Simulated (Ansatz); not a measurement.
# Run report: Co, geometry relaxation (part 2 of 2)

The same run, continued: Co (Fm-3m, 1 atom in the cell); DFT PBE, scalar-relativistic, plane waves, PAW, spin-polarised (Ansatz 0.2.0); cutoff 420 eV, 20×20×20 k-mesh, Gaussian smearing of 0.1 eV, collinear spins. The structure derives from a Materials Project entry.

Geometry of the input (Å; fractional positions):
```
0.0000  1.7567  1.7567
1.7567  0.0000  1.7567
1.7567  1.7567  0.0000
Co 0.0000  0.0000  0.0000
```

What the program printed, continued
```
relax step   3: F+E_penalty+E_count = -5126.13926445 eV  Δ(F+E_penalty+E_count) = -2.069e-5 eV  max|allowed force component| = 0.000e0 eV/Å  Δτ_max = 0.0000 Å  P = +0.005 GPa  Ω = 10.905 Å³  energy of the carried Pulay correction = -7.191e-5 eV  (7 SCF iters, dr2 threshold 1.00e-7 eV, accepted)
Initial wavefunctions: pseudopotential atomic-orbital guess (no wavefunctions were taken with the density)
iter 1 solved again at ethr=3.00e-9 eV; its pass at ethr=3.10e-3 eV (dr2=5.11e-7 eV) is discarded
SCF iter   1: F=—  HF=-5126.139331 eV  |F-HF|=—  |Δ(HF+E_count)|=         —  Δρ=2.58e-5 (↑1.87e-5 ↓2.58e-5)  dr2=4.55e-8  dr2_m=2.12e-9  M=1.644 μB ∫|m|=1.794 μB  β_m=0.65  ethr=3.00e-9  ⟨swp⟩=3.3  Hψ=57855  notcnv=0
preconditioner: auto → none  [metal: Δε(μ)=0.010 eV  Ē_g=15.903 eV  σ=0.100 eV  W_gap=0.06  n_scr=0 (ndim 8)  ℏωp=33.7 eV  f_vac=0.000  D(μ)=1.19/eV (n_scr^D=14)]
SCF iter   2: F=—  HF=-5126.139331 eV  |F-HF|=—  |Δ(HF+E_count)|=   7.82e-9  Δρ=5.67e-6 (↑5.52e-6 ↓5.67e-6)  dr2=6.95e-9  dr2_m=2.53e-10  M=1.644 μB ∫|m|=1.794 μB  β_m=0.54  ethr=2.68e-10  ⟨swp⟩=1.3  Hψ=7739  notcnv=0
SCF iter   3: F=—  HF=-5126.139331 eV  |F-HF|=—  |Δ(HF+E_count)|=   2.01e-8  Δρ=8.58e-6 (↑8.58e-6 ↓5.48e-6)  dr2=7.11e-9  dr2_m=3.71e-10  M=1.644 μB ∫|m|=1.794 μB  β_m=0.48  ethr=4.09e-11  ⟨swp⟩=2.0  Hψ=11523  notcnv=0
SCF iter   4: F=—  HF=-5126.139331 eV  |F-HF|=—  |Δ(HF+E_count)|=   1.44e-9  Δρ=3.10e-6 (↑9.74e-7 ↓3.10e-6)  dr2=1.10e-9  dr2_m=2.10e-10  M=1.644 μB ∫|m|=1.794 μB  β_m=0.74  ethr=4.09e-11  ⟨swp⟩=2.5  Hψ=10831  notcnv=0
SCF iter   5: F=—  HF=-5126.139331 eV  |F-HF|=—  |Δ(HF+E_count)|=   8.40e-9  Δρ=1.14e-6 (↑1.14e-6 ↓3.65e-7)  dr2=7.45e-11  dr2_m=2.32e-11  M=1.644 μB ∫|m|=1.794 μB  β_m=0.82  ethr=6.45e-12  ⟨swp⟩=2.0  Hψ=11603  notcnv=0
SCF iter   6: F=—  HF=-5126.139331 eV  |F-HF|=—  |Δ(HF+E_count)|=  5.09e-11  Δρ=2.79e-7 (↑2.79e-7 ↓7.05e-8)  dr2=5.14e-12  dr2_m=1.42e-12  M=1.644 μB ∫|m|=1.794 μB  β_m=0.90  ethr=1.00e-12  ⟨swp⟩=1.0  Hψ=7168  notcnv=0
SCF iter   7: F=-5126.139331 eV  HF=-5126.139331 eV  |F-HF|=1.82e-12  |Δ(HF+E_count)|=  1.82e-12  Δρ=2.81e-8 (↑2.81e-8 ↓8.65e-9)  dr2=2.29e-14  dr2_m=2.83e-14  M=1.644 μB ∫|m|=1.794 μB  ethr=1.00e-12  ⟨swp⟩=3.1  Hψ=24846  notcnv=0
SCF 4 converged in 7 iterations: F = -5126.139331 eV  dr2 = 2.29e-14
relax step   4: F+E_penalty+E_count = -5126.13933121 eV  Δ(F+E_penalty+E_count) = -6.676e-5 eV  max|allowed force component| = 0.000e0 eV/Å  Δτ_max = 0.0000 Å  P = +0.015 GPa  Ω = 10.905 Å³  stress off target by 1.48e-2 GPa  SCF on the basis re-selected at this cell (its energy is not comparable with the rows above)  (7 SCF iters)
```

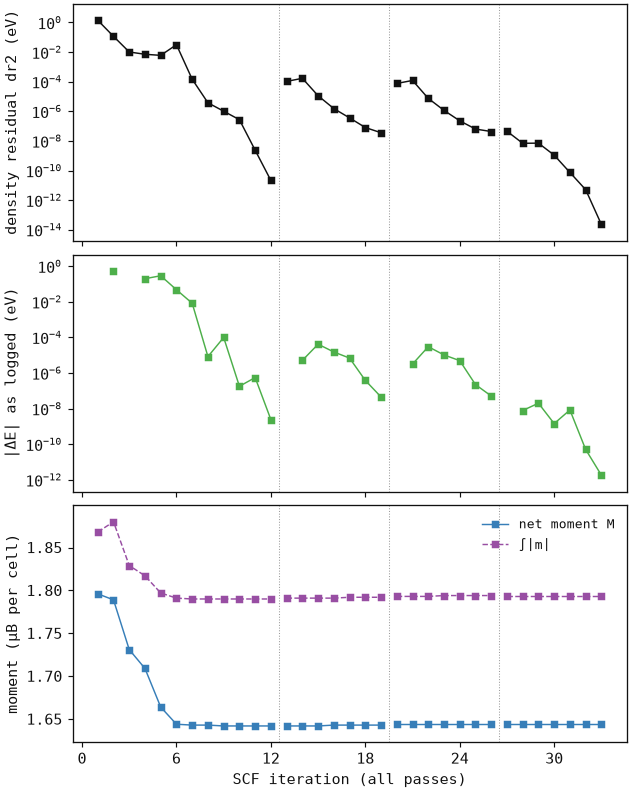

Convergence of the self-consistent field: density residual dr2, size of the energy change and magnetic moment against the SCF iteration. The dotted lines part the SCF passes of the relaxation: geometry steps, rejected trials and re-solves on a re-selected basis. The passes take 12, 7, 7 and 7 iterations. The net moment goes from 1.8 to 1.6 μB per cell.

```
basis re-selected at this cell: Δ(F+E_penalty+E_count) = -6.676e-5 eV, ΔP = +0.010 GPa vs the last step (what re-selecting the basis moved, of the pressure what is left beyond the Pulay correction that the steps carried, after the strain that the cell walked since its last selection, with what the two solves' SCF thresholds leave and, on support functions, any second-order correction that the steps lacked; it is no measure of the basis error at this ecutwfc). This SCF's stress stands 1.48e-2 GPa from its target on what of the cell is left free (relax.cell.stress_tol is 5.00e-2 GPa) and its largest allowed force component is 0.00e0 eV/Å (relax.f_tol is 5.00e-3 eV/Å): within both
SCF converged after 7 iterations
Magnetization: 1.6445 μB (9.3222 up, 7.6778 down)
Absolute magnetization: 1.7944 μB (∫|ρ↑−ρ↓|, with the PAW one-centre terms)
Spin contamination: 0.0265 ħ² per cell (⟨S²⟩ above its minimum at these occupations)
Per-site moments (μB) at R_I (Å): [(1.7131947154821792, 1.0267610280614985)]
Free energy (F): -5126.139331 eV
Harris-Foulkes:  -5126.139331 eV  (|F-HF|=1.82e-12)
Internal energy: -5126.133405 eV  (E = F + TS)
E sigma→0 (E₀):  -5126.136368 eV
Entropy (-TS):   -0.005926 eV (-5.926 meV/atom)
Fermi energy:    18.693581 eV
--- Per-component energies (eV) ---
  E_band       = -245.807786
  E_kinetic    = 453.438259
  E_local      = -2839.222349  (includes V_loc(G=0)·N_el)
  E_nonlocal   = 454.127193
  E_hartree    = 1189.698559
  E_xc         = -158.963354
  E_vxc        = -205.128531  (∫ρ·V_xc dr)
  E_paw        = -1515.110665  (= ΣΔE_a)
  E_vpaw       = -488.419592  (= ΣTr[D̂ρ^β])
  E_aug_tail   = 0.000106  (compensation charges beyond the density's cutoff)
  E_ewald      = -2710.101154
  E_smearing   = -0.005926  (= −TS)
  E_closure    = -0.000000  (closes the sum)
  Σ components = -5126.139331   (vs F -5126.139331, Δ=0.00e0)
--- Forces (eV/Å), atoms counted from 1 ---
  atom   1  Co    -0.00000000     0.00000000    -0.00000000
  max |Σ_I F_I| component: 6.57e-32 eV/Å
--- Stress (GPa, compression-positive) ---
        0.014807      -0.000000      -0.000000
       -0.000000       0.014807      -0.000000
       -0.000000      -0.000000       0.014807
  P = ⅓ Tr σ = 0.0148 GPa (0.148 kbar)
--- Band table (eV; the first three rows and the last of 512) ---
  k-point 0 ↑: bands = ["-77.4991", "-40.5705", "-40.5705", "-40.5705", "9.5745", "15.9554", "15.9554", "15.9554", "16.9959", "16.9959", "41.4349", "45.6454", "45.6454", "45.6454"]
  k-point 1 ↑: bands = ["-77.4979", "-40.5784", "-40.5716", "-40.5716", "9.6740", "15.9270", "15.9799", "15.9799", "16.9853", "16.9853", "41.2271", "44.3599", "45.4508", "45.4508"]
  k-point 2 ↑: bands = ["-77.4941", "-40.6011", "-40.5748", "-40.5748", "9.9682", "15.8491", "16.0447", "16.0447", "16.9622", "16.9622", "40.1302", "42.9676", "45.0287", "45.0287"]
  k-point 255 ↓: bands = ["-75.3377", "-38.7469", "-38.7469", "-38.6508", "15.6046", "16.5290", "16.5290", "18.8498", "20.0138", "27.0372", "27.0372", "29.3732", "30.5950", "48.5080"]
--- Relaxed structure (3 steps of the walk, 3 accepted, 1 SCFs on fresh bases) ---
  F+E_penalty+E_count = -5126.13933121 eV   max|allowed force component| = 0.000e0 eV/Å   (the final SCF, on the basis selected at the relaxed cell)
  cell:  # Å, volume = 10.9049 Å³
    - [9.553822561679193e-36, 1.7600719650917733, 1.7600719650917733]
    - [1.7600719650917733, 3.6861832050479025e-34, 1.7600719650917733]
    - [1.7600719650917733, 1.7600719650917733, -3.4473376410059225e-34]
  atoms:
    - { symbol: Co, position: [0.0, 0.0, 0.0] }
--- Löwdin populations: 1 site ---
  site symbol       q [e]    m [muB]
     0     Co     16.7738     1.7081
  spilling = 0.013307 (of n_electrons = 17.000000)
```

File populations.tsv
```
# site	symbol	l	j	q_up	q_dn
# orbitals = lowdin
# n_electrons = 17.000000
# spilling = 0.013307
0	Co	0_3S	-	0.993679	0.993940
0	Co	0_4S	-	0.463919	0.494469
0	Co	1_3P	-	2.998823	2.998673
0	Co	2_3D	-	4.784504	3.045776
```

Trajectory as extended XYZ (Å, eV, eV/Å), 4 frames, from step=1 to step=4
```
1
Lattice="0.0000 1.7567 1.7567 1.7567 0.0000 1.7567 1.7567 1.7567 0.0000" Properties=species:S:1:pos:R:3:forces:R:3 step=1 energy=-5126.13908 pressure_GPa=1.29
Co    0.0000    0.0000    0.0000    0.0000   0.0000   0.0000
1
Lattice="0.0000 1.7585 1.7585 1.7585 0.0000 1.7585 1.7585 1.7585 0.0000" Properties=species:S:1:pos:R:3:forces:R:3 step=2 energy=-5126.13924 pressure_GPa=0.59
Co    0.0000    0.0000    0.0000    0.0000   0.0000   0.0000
1
Lattice="0.0000 1.7601 1.7601 1.7601 0.0000 1.7601 1.7601 1.7601 0.0000" Properties=species:S:1:pos:R:3:forces:R:3 step=3 energy=-5126.13926 pressure_GPa=0.01
Co    0.0000    0.0000    0.0000    0.0000   0.0000   0.0000
1
Lattice="0.0000 1.7601 1.7601 1.7601 0.0000 1.7601 1.7601 1.7601 0.0000" Properties=species:S:1:pos:R:3:forces:R:3 step=4 energy=-5126.13933 pressure_GPa=0.01
Co    0.0000    0.0000    0.0000    0.0000   0.0000   0.0000
```

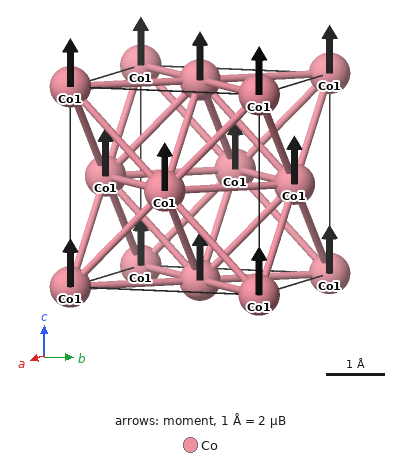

Magnetic moments of the sites as black arrows (ball-and-stick view of the cell 4 times as large as that of the calculation, set on its symmetry axes, seen slightly off an axis; atoms are numbered from 1 in the order of the input); small moments hardly show. The run is collinear, so the axis drawn is arbitrary. Site moments: Co1 (1.71 μB). They are counted near the atoms and needn't add up to the moment of the cell.
